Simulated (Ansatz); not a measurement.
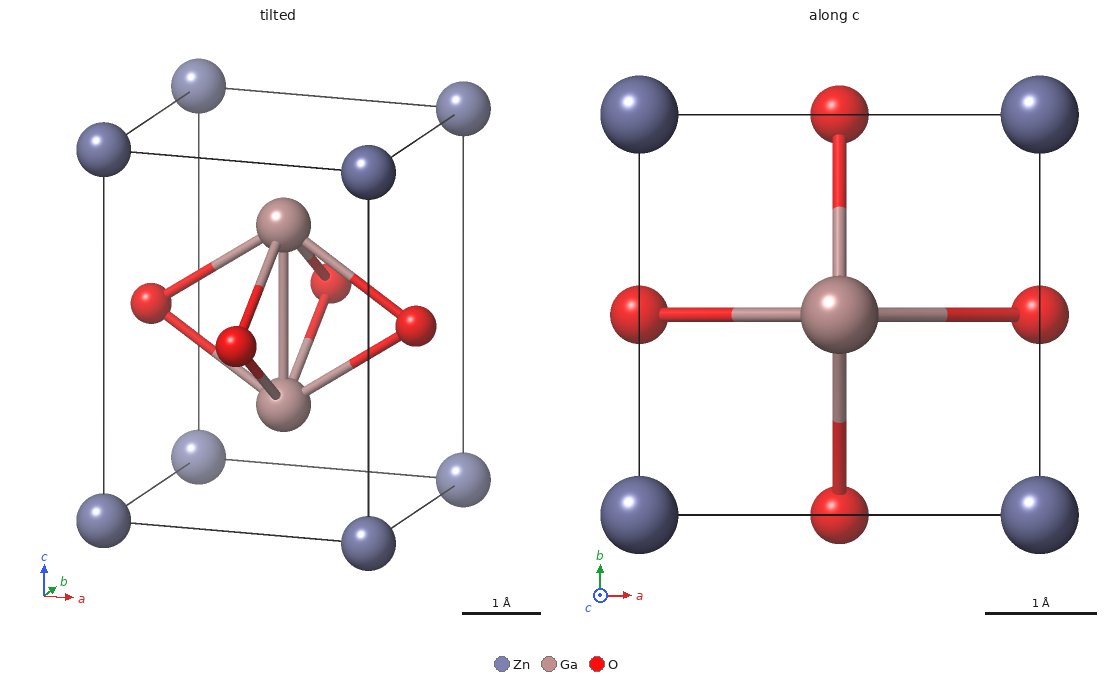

We look at a ball-and-stick model of the crystal slightly off an axis and along the c axis. The frame is the conventional unit cell; atoms at its boundary are shown with their periodic copies. Cell: a = 3.64 Å, b = 3.64 Å, c = 4.95 Å, α = 90.00°, β = 90.00°, γ = 90.00°.

Origin of the cell: a structure type filled with these elements by a generator (whether the compound takes this form wasn't checked). Earlier steps of the study may have refined or changed the cell and positions. It was the input of a calculation with Ansatz.

Describe the arrangement of the atoms.

The formula is ZnGa$_{2}$O$_{2}$. The lattice is primitive tetragonal and the space group P4/mmm (No. 123). Cell content 1 Zn, 2 Ga, 2 O; Z = 1. Taking every contact within bonding distance, one finds Ga 6 and O 4.

All computed values are from DFT PBE, scalar-relativistic, plane waves, PAW (Ansatz 0.2.0). Settings: wavefunction cutoff 420 eV, the zone sampled with 10×10×8 points, Gaussian smearing of 0.1 eV, no spin polarisation.

Is it a metal or an insulator at this level of theory?

A metal: bands cross the Fermi level.

How are the electrons shared out in a Bader analysis?

Zn +0.20 e; Ga +1.00 e; O -1.10 e.

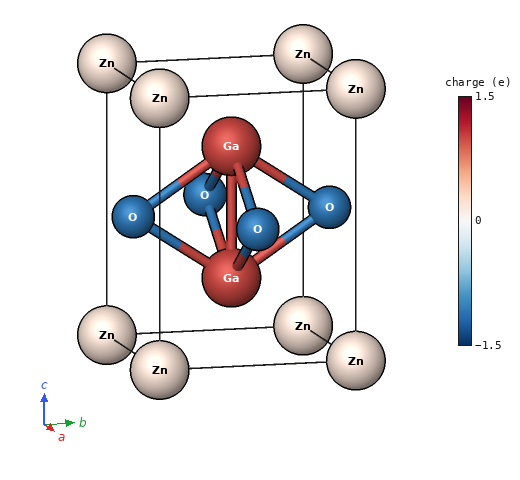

The atoms coloured by those charges. The run's cell of 5 atoms is drawn.

Is the structure relaxed at this level of theory?

Yes. All forces vanish to within 0.01 eV/Å. The pressure is 0.0 GPa, close to zero.
